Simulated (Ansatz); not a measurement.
## Geometry relaxation of Ti$_{3}$Al (part 1 of 2)

The run: geometry relaxation of Ti$_{3}$Al (P-6m2, 4 atoms in the cell). Method and program: DFT PBEsol, scalar-relativistic, plane waves, PAW, PAW set soft_1, no spin polarisation (Ansatz 0.2.0).

The structure derives from a Materials Project entry.

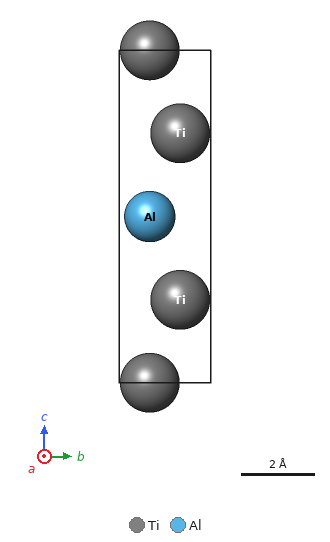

*The starting structure (spheres-only view of the cell of the calculation, along the a axis). An atom can appear more than once, as a periodic image.*

## The input
```yaml
crystal:
  lattice:
    - [2.9275422229, 0.0, 0.0]
    - [-1.4637711114, 2.5353259357, 0.0]
    - [0.0, 0.0, 9.226362]
  atoms:
    - { symbol: Ti, position: [0.66666667, 0.33333333, 0.0] }
    - { symbol: Ti, position: [0.33333333, 0.66666667, 0.750594] }
    - { symbol: Ti, position: [0.33333333, 0.66666667, 0.249406] }
    - { symbol: Al, position: [0.66666667, 0.33333333, 0.5] }
basis:
  ecutwfc: 520.0
kpoints:
  mp_grid: { grid: [18, 18, 6] }
hamiltonian:
  xc: pbesol
  pseudopotentials: { kind: paw, azcp: { folder: soft_1 } }
scf:
  occupations: { method: gaussian, width: 0.1 }
output:
  forces: true
  stress: true
  eigenvalues: true
  write_density: true
  write_potential: true
  elf: true
  volumetric_format: npy
relax:
  adjacent_minimum: "off"
  f_tol: 0.005
  max_steps: 80
  cell: { stress_tol: 0.05 }
```

Command:
```bash
ansatz run input.yaml --threads 2 --pin off --max-ram 4096MiB --backend cpu --events-out ev --progress --plain --runs-dir out
```

## What the program printed
```
Warning: [file] the record states the generating functional pbe (its physics header spells it `PBE`), which answers neither for hamiltonian.xc's functional nor for the pbesol family's — results may be inconsistent (PPs are generated against a specific XC)
Warning: [file] the record states the generating functional pbe (its physics header spells it `PBE`), which answers neither for hamiltonian.xc's functional nor for the pbesol family's — results may be inconsistent (PPs are generated against a specific XC)
Engine: ansatz 0.2.0, aarch64-unknown-linux-gnu
Pseudopotentials: kind: paw
Pseudopotential: Ti, paw, valence charge 12, recommended cutoff 420 eV (normal), [file]
Pseudopotential: Al, paw, valence charge 3, recommended cutoff 420 eV (normal), [file]
Functional definition: PBEsol
  exchange = pbesol_x
  correlation = pbesol_c
Crystal: 4 atoms, lattice volume = 68.481 Å³
Basis set: ecut = 520 eV, 1907 PW (Γ), exchange–correlation on 48×48×144 points (8 copies of the dense FFT grid, shifted against one another)
Bands: 24, of which v1, the nominal top of the filled ones, is band 20 counted from 1 (19 counted from 0)
Symmetry: 12 space group operations
Space group: P-6m2 (ITA 187), of the structure as read, at distance tolerance 4.1e-5 Å
k-points: 148 of 1944 (time reversal used)
Non-local potential: Ti, projectors of the file, l = 0: 3, l = 1: 2, l = 2: 3, l = 3: 1
Non-local potential: Al, projectors of the file, l = 0: 2, l = 1: 2, l = 2: 1
PAW form: soft (Blöchl's): semilocal exchange-correlation on the pseudo side does not see the compensation charge
PAW frozen core: Ti, regenerated for the run's functional, and the local potential with it (the file was generated under x = pbe(κ = 0.804, μ = 0.2195149727645171), c = pbe(β = 0.06672455060314922))
PAW frozen core: Al, regenerated for the run's functional, and the local potential with it (the file was generated under x = pbe(κ = 0.804, μ = 0.2195149727645171), c = pbe(β = 0.06672455060314922))
PAW one-centre angular grid: Ti, 590 points (default); XC on 64 Gauss nodes
PAW one-centre angular grid: Al, 110 points (default); XC on 64 Gauss nodes
Initial density: superposition of atomic densities (chi_scale 0.1, normalization cell, long waves kept (reshape's long-wave potential 0.04 eV rms))
Initial wavefunctions: pseudopotential atomic-orbital guess
Functional: x = pbesol(κ = 0.804, μ = 0.12345679012345678), c = pbesol(β = 0.046)
SCF iter   1: F=—  HF=-7947.779485 eV  |F-HF|=—  |Δ(HF+E_count)|=         —  Δρ=5.56e-2  dr2=5.76e0  ethr=3.10e-3  ⟨swp⟩=4.9  Hψ=13200  notcnv=0
preconditioner: auto → Kerker (q_TF=auto, 2.484 Å⁻¹)  [metal: Δε(μ)=0.005 eV  Ē_g=3.073 eV  σ=0.100 eV  W_gap=0.03  n_scr=12 (ndim 8)  ℏωp=17.4 eV  f_vac=0.000  D(μ)=3.50/eV (n_scr^D=38)]
SCF iter   2: F=—  HF=-7947.079632 eV  |F-HF|=—  |Δ(HF+E_count)|=   7.00e-1  Δρ=2.62e-2  dr2=1.99e0  ethr=3.10e-3  ⟨swp⟩=2.2  Hψ=6518  notcnv=0  defer=28
SCF iter   3: F=—  HF=-7946.776065 eV  |F-HF|=—  |Δ(HF+E_count)|=   3.04e-1  Δρ=6.15e-3  dr2=1.40e-1  ethr=3.10e-3  ⟨swp⟩=2.0  Hψ=5030  notcnv=0  defer=28
SCF iter   4: F=—  HF=-7946.752844 eV  |F-HF|=—  |Δ(HF+E_count)|=   2.32e-2  Δρ=1.37e-3  dr2=4.30e-3  ethr=3.60e-4  ⟨swp⟩=1.6  Hψ=4999  notcnv=0  defer=23
SCF iter   5: F=—  HF=-7946.752556 eV  |F-HF|=—  |Δ(HF+E_count)|=   2.89e-4  Δρ=3.97e-4  dr2=2.58e-4  ethr=1.10e-5  ⟨swp⟩=2.0  Hψ=4588  notcnv=0  defer=23
SCF iter   6: F=—  HF=-7946.752524 eV  |F-HF|=—  |Δ(HF+E_count)|=   3.20e-5  Δρ=9.98e-5  dr2=1.30e-5  ethr=6.61e-7  ⟨swp⟩=1.5  Hψ=3709  notcnv=0  defer=23
SCF iter   7: F=—  HF=-7946.752522 eV  |F-HF|=—  |Δ(HF+E_count)|=   2.03e-6  Δρ=2.08e-5  dr2=3.92e-7  ethr=3.34e-8  ⟨swp⟩=2.1  Hψ=4507  notcnv=0  defer=23
SCF iter   8: F=-7946.752521 eV  HF=-7946.752521 eV  |F-HF|=2.77e-8  |Δ(HF+E_count)|=   7.03e-8  Δρ=4.61e-6  dr2=3.17e-8  ethr=2.56e-10  ⟨swp⟩=8.8  Hψ=22179  notcnv=0
SCF 1 converged in 8 iterations: F = -7946.752521 eV  dr2 = 3.17e-8
  Residual-converged pass: ⟨swp⟩=1.0  Hψ=4144  notcnv=0  max |occ|·‖R‖ = 7.1e-9 eV (tolerance 1.0e-8 eV)  dr2=3.17e-8  dr2_onsite=2.18e-9  max |Δocc| = 6.4e-11
  greatest PAW one-centre occupation: 0.999 electrons in one spin orbital (limit 2), on the Ti atom at site 0 (counted from 0), in its partial waves of l = 0
relax step   1: F+E_penalty+E_count = -7946.75252144 eV  Δ(F+E_penalty+E_count) = +0.000e0 eV  max|allowed force component| = 6.595e-2 eV/Å  Δτ_max = 0.0000 Å  P = -3.497 GPa  Ω = 68.481 Å³  (8 SCF iters, dr2 threshold 1.00e-7 eV, accepted)
Crystal: 4 atoms, lattice volume = 63.963 Å³
Basis set: ecut = 520 eV, 1737 PW (Γ), exchange–correlation on 48×48×144 points (8 copies of the dense FFT grid, shifted against one another)
Initial density: handed on by an earlier stage of this run
Initial wavefunctions: those handed on with the density
iter 1 solved again at ethr=6.81e-4 eV; its pass at ethr=3.10e-3 eV (dr2=2.66e-1 eV) is discarded
SCF iter   1: F=—  HF=-7946.756012 eV  |F-HF|=—  |Δ(HF+E_count)|=         —  Δρ=6.91e-3  dr2=2.66e-1  ethr=6.81e-4  ⟨swp⟩=1.0  Hψ=20935  notcnv=0
preconditioner: auto → none  [metal: Δε(μ)=0.003 eV  Ē_g=3.041 eV  σ=0.100 eV  W_gap=0.02  n_scr=6 (ndim 8)  ℏωp=18.0 eV  f_vac=0.000  D(μ)=3.67/eV (n_scr^D=38)]
SCF iter   2: F=—  HF=-7946.758976 eV  |F-HF|=—  |Δ(HF+E_count)|=   2.96e-3  Δρ=4.69e-3  dr2=1.84e-1  ethr=6.81e-4  ⟨swp⟩=2.0  Hψ=5176  notcnv=0
SCF iter   3: F=—  HF=-7946.742970 eV  |F-HF|=—  |Δ(HF+E_count)|=   1.60e-2  Δρ=1.97e-3  dr2=4.01e-3  ethr=4.71e-4  ⟨swp⟩=2.0  Hψ=5157  notcnv=0  defer=14
SCF iter   4: F=—  HF=-7946.742757 eV  |F-HF|=—  |Δ(HF+E_count)|=   2.13e-4  Δρ=2.26e-4  dr2=9.97e-5  ethr=1.03e-5  ⟨swp⟩=2.1  Hψ=4671  notcnv=0  defer=14
SCF iter   5: F=—  HF=-7946.742774 eV  |F-HF|=—  |Δ(HF+E_count)|=   1.71e-5  Δρ=7.92e-5  dr2=4.08e-5  ethr=2.56e-7  ⟨swp⟩=2.0  Hψ=4613  notcnv=0  defer=14
SCF iter   6: F=—  HF=-7946.742771 eV  |F-HF|=—  |Δ(HF+E_count)|=   2.93e-6  Δρ=3.04e-5  dr2=5.29e-6  ethr=1.05e-7  ⟨swp⟩=1.5  Hψ=3720  notcnv=0  defer=14
SCF iter   7: F=-7946.742771 eV  HF=-7946.742771 eV  |F-HF|=9.52e-8  |Δ(HF+E_count)|=   2.80e-7  Δρ=5.25e-6  dr2=1.05e-7  ethr=1.03e-9  ⟨swp⟩=7.6  Hψ=22006  notcnv=0
SCF 2 converged in 7 iterations: F = -7946.742771 eV  dr2 = 1.05e-7
relax step   2: F+E_penalty+E_count = -7946.74277074 eV  Δ(F+E_penalty+E_count) = +9.751e-3 eV  max|allowed force component| = 1.309e-1 eV/Å  Δτ_max = 0.0157 Å  P = +4.572 GPa  Ω = 63.963 Å³  energy of the carried Pulay correction = +6.501e-4 eV  (7 SCF iters, dr2 threshold 4.00e-7 eV, rejected (line search))
Crystal: 4 atoms, lattice volume = 66.444 Å³
Basis set: ecut = 520 eV, 1821 PW (Γ), exchange–correlation on 48×48×144 points (8 copies of the dense FFT grid, shifted against one another)
iter 1 solved again at ethr=3.08e-4 eV; its pass at ethr=3.10e-3 eV (dr2=1.20e-1 eV) is discarded
SCF iter   1: F=—  HF=-7946.782917 eV  |F-HF|=—  |Δ(HF+E_count)|=         —  Δρ=4.54e-3  dr2=1.20e-1  ethr=3.08e-4  ⟨swp⟩=1.0  Hψ=21335  notcnv=0
preconditioner: auto → none  [metal: Δε(μ)=0.002 eV  Ē_g=2.985 eV  σ=0.100 eV  W_gap=0.01  n_scr=6 (ndim 8)  ℏωp=17.6 eV  f_vac=0.000  D(μ)=3.53/eV (n_scr^D=38)]
SCF iter   2: F=—  HF=-7946.786017 eV  |F-HF|=—  |Δ(HF+E_count)|=   3.10e-3  Δρ=3.35e-3  dr2=1.15e-1  ethr=3.07e-4  ⟨swp⟩=2.0  Hψ=5138  notcnv=0
SCF iter   3: F=—  HF=-7946.777467 eV  |F-HF|=—  |Δ(HF+E_count)|=   8.55e-3  Δρ=1.39e-3  dr2=5.59e-3  ethr=2.96e-4  ⟨swp⟩=1.0  Hψ=4717  notcnv=0  defer=1
SCF iter   4: F=—  HF=-7946.776954 eV  |F-HF|=—  |Δ(HF+E_count)|=   5.13e-4  Δρ=2.37e-4  dr2=5.02e-5  ethr=1.43e-5  ⟨swp⟩=2.0  Hψ=4400  notcnv=0  defer=1
SCF iter   5: F=—  HF=-7946.776954 eV  |F-HF|=—  |Δ(HF+E_count)|=   3.36e-7  Δρ=8.09e-5  dr2=2.03e-5  ethr=1.29e-7  ⟨swp⟩=3.0  Hψ=6405  notcnv=0  defer=1
SCF iter   6: F=—  HF=-7946.776952 eV  |F-HF|=—  |Δ(HF+E_count)|=   1.87e-6  Δρ=1.26e-5  dr2=1.42e-7  ethr=5.21e-8  ⟨swp⟩=1.3  Hψ=3592  notcnv=0  defer=1
SCF iter   7: F=—  HF=-7946.776953 eV  |F-HF|=—  |Δ(HF+E_count)|=   1.61e-6  Δρ=2.83e-6  dr2=3.17e-9  ethr=3.65e-10  ⟨swp⟩=2.0  Hψ=4492  notcnv=0  defer=1
SCF iter   8: F=—  HF=-7946.776953 eV  |F-HF|=—  |Δ(HF+E_count)|=  5.07e-10  Δρ=4.86e-7  dr2=2.52e-10  ethr=8.13e-12  ⟨swp⟩=2.6  Hψ=6053  notcnv=0  defer=1
SCF iter   9: F=-7946.776953 eV  HF=-7946.776953 eV  |F-HF|=2.27e-11  |Δ(HF+E_count)|=  4.46e-11  Δρ=1.30e-7  dr2=2.44e-11  ethr=1.00e-12  ⟨swp⟩=5.8  Hψ=14919  notcnv=0
SCF 3 converged in 9 iterations: F = -7946.776953 eV  dr2 = 2.44e-11
relax step   3: F+E_penalty+E_count = -7946.77695334 eV  Δ(F+E_penalty+E_count) = -2.443e-2 eV  max|allowed force component| = 8.671e-3 eV/Å  Δτ_max = 0.0045 Å  P = -0.171 GPa  Ω = 66.444 Å³  energy of the carried Pulay correction = +2.876e-4 eV  (9 SCF iters, accepted)
Crystal: 4 atoms, lattice volume = 66.349 Å³
iter 1 solved again at ethr=1.03e-6 eV; its pass at ethr=3.10e-3 eV (dr2=4.03e-4 eV) is discarded
SCF iter   1: F=—  HF=-7946.777040 eV  |F-HF|=—  |Δ(HF+E_count)|=         —  Δρ=2.70e-4  dr2=4.03e-4  ethr=1.03e-6  ⟨swp⟩=1.0  Hψ=17640  notcnv=0
preconditioner: auto → none  [metal: Δε(μ)=0.015 eV  Ē_g=2.973 eV  σ=0.100 eV  W_gap=0.09  n_scr=6 (ndim 8)  ℏωp=17.7 eV  f_vac=0.000  D(μ)=3.64/eV (n_scr^D=38)]
SCF iter   2: F=—  HF=-7946.777049 eV  |F-HF|=—  |Δ(HF+E_count)|=   9.02e-6  Δρ=1.77e-4  dr2=3.08e-4  ethr=1.03e-6  ⟨swp⟩=2.0  Hψ=4469  notcnv=0
SCF iter   3: F=—  HF=-7946.777025 eV  |F-HF|=—  |Δ(HF+E_count)|=   2.47e-5  Δρ=7.54e-5  dr2=1.38e-5  ethr=7.89e-7  ⟨swp⟩=1.8  Hψ=4080  notcnv=0
SCF iter   4: F=—  HF=-7946.777027 eV  |F-HF|=—  |Δ(HF+E_count)|=   2.25e-6  Δρ=1.38e-5  dr2=1.99e-7  ethr=3.55e-8  ⟨swp⟩=1.2  Hψ=3602  notcnv=0
iter 5 did not close the SCF: its close was put off for the readings that it lacked (scf_convergence_deferred on its scf_iter line)
SCF iter   5: F=-7946.777027 eV  HF=-7946.777027 eV  |F-HF|=5.18e-9  |Δ(HF+E_count)|=   1.91e-8  Δρ=3.39e-6  dr2=9.61e-9  ethr=5.10e-10  ⟨swp⟩=1.8  Hψ=3928  notcnv=0
SCF iter   6: F=-7946.777027 eV  HF=-7946.777027 eV  |F-HF|=6.80e-10  |Δ(HF+E_count)|=   1.22e-9  Δρ=6.54e-7  dr2=8.78e-10  ethr=2.46e-11  ⟨swp⟩=4.7  Hψ=16892  notcnv=0
SCF 4 converged in 6 iterations: F = -7946.777027 eV  dr2 = 8.78e-10
relax step   4: F+E_penalty+E_count = -7946.77702701 eV  Δ(F+E_penalty+E_count) = -7.367e-5 eV  max|allowed force component| = 1.785e-4 eV/Å  Δτ_max = 0.0009 Å  P = -0.003 GPa  Ω = 66.349 Å³  energy of the carried Pulay correction = +3.012e-4 eV  (6 SCF iters, dr2 threshold 8.32e-8 eV, accepted)
Initial wavefunctions: pseudopotential atomic-orbital guess (no wavefunctions were taken with the density)
iter 1 solved again at ethr=9.58e-8 eV; its pass at ethr=3.10e-3 eV (dr2=3.73e-5 eV) is discarded
SCF iter   1: F=—  HF=-7946.776740 eV  |F-HF|=—  |Δ(HF+E_count)|=         —  Δρ=1.87e-5  dr2=1.89e-8  ethr=9.58e-8  ⟨swp⟩=3.0  Hψ=22693  notcnv=0
preconditioner: auto → none  [metal: Δε(μ)=0.016 eV  Ē_g=2.974 eV  σ=0.100 eV  W_gap=0.09  n_scr=6 (ndim 8)  ℏωp=17.7 eV  f_vac=0.000  D(μ)=3.63/eV (n_scr^D=38)]
SCF iter   2: F=—  HF=-7946.776745 eV  |F-HF|=—  |Δ(HF+E_count)|=   4.55e-6  Δρ=9.43e-6  dr2=7.65e-9  ethr=4.84e-11  ⟨swp⟩=2.0  Hψ=6016  notcnv=0
SCF iter   3: F=—  HF=-7946.776745 eV  |F-HF|=—  |Δ(HF+E_count)|=   2.02e-8  Δρ=2.48e-6  dr2=4.23e-8  ethr=1.96e-11  ⟨swp⟩=2.5  Hψ=6122  notcnv=0  recentre
SCF iter   4: F=—  HF=-7946.776745 eV  |F-HF|=—  |Δ(HF+E_count)|=   2.70e-9  Δρ=3.03e-7  dr2=4.56e-11  ethr=1.96e-11  ⟨swp⟩=2.1  Hψ=4749  notcnv=0
iter 5 did not close the SCF: its close was put off for the readings that it lacked (scf_convergence_deferred on its scf_iter line)
SCF iter   5: F=-7946.776745 eV  HF=-7946.776745 eV  |F-HF|=2.18e-11  |Δ(HF+E_count)|=  1.64e-11  Δρ=1.37e-7  dr2=2.64e-11  ethr=1.00e-12  ⟨swp⟩=1.0  Hψ=3552  notcnv=0
iter 6 did not close the SCF: its close was put off for the readings that it lacked (scf_convergence_deferred on its scf_iter line)
SCF iter   6: F=-7946.776745 eV  HF=-7946.776745 eV  |F-HF|=9.09e-13  |Δ(HF+E_count)|=  4.55e-12  Δρ=1.48e-8  dr2=1.34e-13  ethr=1.00e-12  ⟨swp⟩=1.0  Hψ=3552  notcnv=0
iter 7 did not close the SCF: its close was put off for the readings that it lacked (scf_convergence_deferred on its scf_iter line)
SCF iter   7: F=-7946.776745 eV  HF=-7946.776745 eV  |F-HF|=9.09e-13  |Δ(HF+E_count)|=  9.09e-13  Δρ=5.44e-9  dr2=6.60e-14  ethr=1.00e-12  ⟨swp⟩=1.0  Hψ=3552  notcnv=0
iter 8 did not close the SCF: its close was put off for the readings that it lacked (scf_convergence_deferred on its scf_iter line)
SCF iter   8: F=-7946.776745 eV  HF=-7946.776745 eV  |F-HF|=9.09e-13  |Δ(HF+E_count)|=    0.00e0  Δρ=1.13e-9  dr2=3.30e-15  ethr=1.00e-12  ⟨swp⟩=1.0  Hψ=3552  notcnv=0
SCF iter   9: F=-7946.776745 eV  HF=-7946.776745 eV  |F-HF|=3.64e-12  |Δ(HF+E_count)|=  1.82e-12  Δρ=3.40e-10  dr2=6.15e-17  ethr=1.00e-12  ⟨swp⟩=1.1  Hψ=7716  notcnv=0
SCF 5 converged in 9 iterations: F = -7946.776745 eV  dr2 = 6.15e-17
relax step   5: F+E_penalty+E_count = -7946.77674452 eV  Δ(F+E_penalty+E_count) = +2.825e-4 eV  max|allowed force component| = 1.143e-4 eV/Å  Δτ_max = 0.0000 Å  P = -0.007 GPa  Ω = 66.349 Å³  stress off target by 7.99e-3 GPa  SCF on the basis re-selected at this cell (its energy is not comparable with the rows above)  (9 SCF iters)
```

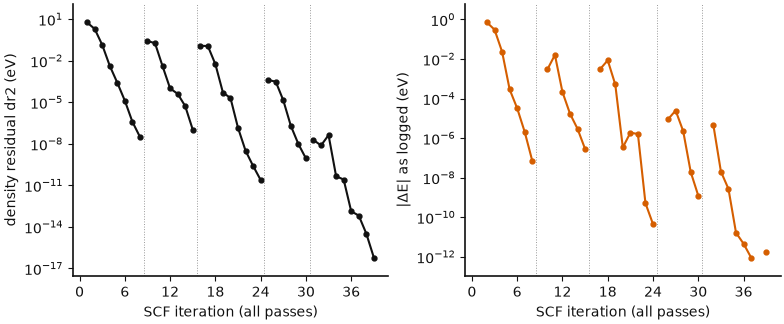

*Convergence of the self-consistent field: density residual dr2 and size of the energy change against the SCF iteration. The dotted lines part the SCF passes of the relaxation: geometry steps, rejected trials and re-solves on a re-selected basis.*

The 5 passes take 6 to 9 iterations each, 39 in all.
